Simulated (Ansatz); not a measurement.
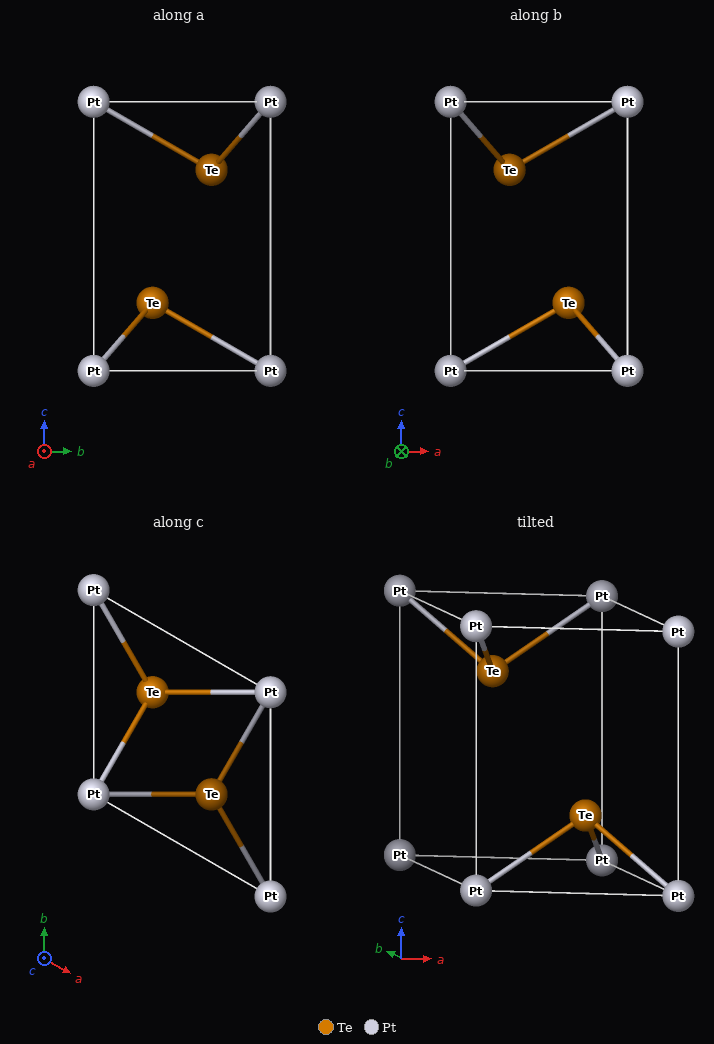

Shown here is a ball-and-stick view of the crystal, taken along the a axis, along the b axis, along the c axis and slightly off an axis. The conventional unit cell is drawn as a box.

Lattice parameters: a = 4.089 Å, b = 4.089 Å, c = 5.387 Å, α = 90.00°, β = 90.00°, γ = 120.00°. Put a along x and b in the xy plane.

Express the structure as a POSCAR file, with free fractional coordinates to two decimals.

Answer.
```
Te Pt
1.0
     4.089    0.000    0.000
    -2.045    3.541    0.000
     0.000    0.000    5.387
Te Pt
2 1
Direct
  0.6667 0.3333 0.25
  0.3333 0.6667 0.75
  0.00 0.00 0.00
```

The initial geometry was a random cell made by a generator, so it need not be a real form of the compound. The atoms were relaxed in a fixed cell with DFT PBE, scalar-relativistic, plane waves, PAW in Ansatz.
